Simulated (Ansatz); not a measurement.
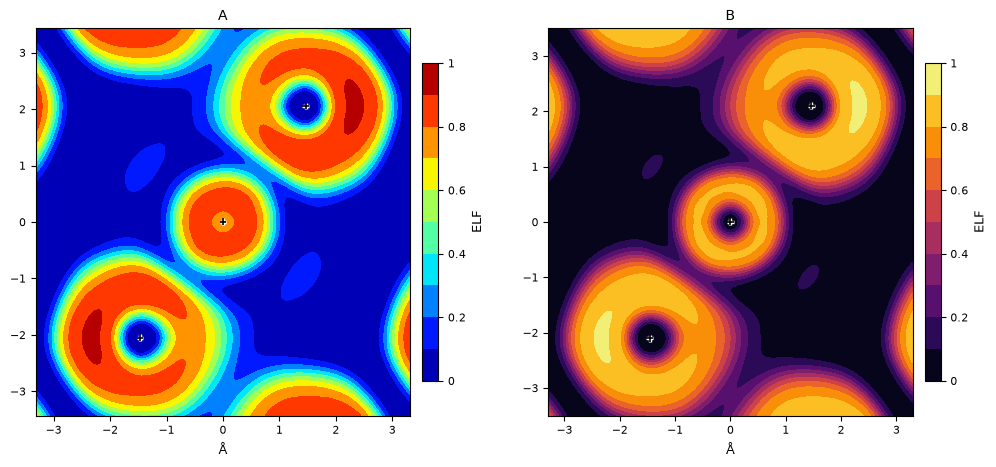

The ELF of 2 systems, each on a plane through atoms (crosses mark nuclei in the plane).

Level of theory: DFT, PBE, plane waves, PAW in Ansatz.

System 1: HfS2, the (110) plane of the conventional cell. Space group P-3m1; started from the 1T (CdI2) bulk prototype, which need not be the ambient phase; changed on purpose from its base cell (epitaxial xy strain -2.0%); computed pressure about 5 GPa in this cell.

```cif
data_structure
_symmetry_space_group_name_H-M 'P 1'
_symmetry_Int_Tables_number 1
_cell_length_a 3.5577
_cell_length_b 3.5577
_cell_length_c 5.9354
_cell_angle_alpha 90.000
_cell_angle_beta 90.000
_cell_angle_gamma 120.000
_cell_volume 65.06
loop_
_atom_site_label
_atom_site_type_symbol
_atom_site_fract_x
_atom_site_fract_y
_atom_site_fract_z
_atom_site_occupancy
Hf1 Hf 0.00000 0.00000 0.00000 1
S1 S 0.33333 0.66667 0.24769 1
S2 S 0.66667 0.33333 0.75231 1
```

System 2: ZrS2, the (110) plane of the conventional cell. Space group P-3m1; started from the 1T (CdI2) bulk prototype, which need not be the ambient phase; changed on purpose from its base cell (epitaxial xy strain -1.0%); computed pressure about 2 GPa in this cell.

Question: Match each panel to its system.

Answer: Panel A is system 1, HfS2: the plane holds Hf and S. Hf–S (2.53 Å): the ELF peaks at about 0.85 in the valence shell of S, 0.8 Å from its nucleus, and is about 0.40 at the midpoint. Panel B is system 2, ZrS2: the plane holds Zr and S. Zr–S (2.56 Å): the ELF peaks at about 0.85 in the valence shell of S, 0.8 Å from its nucleus, and is about 0.40 at the midpoint.
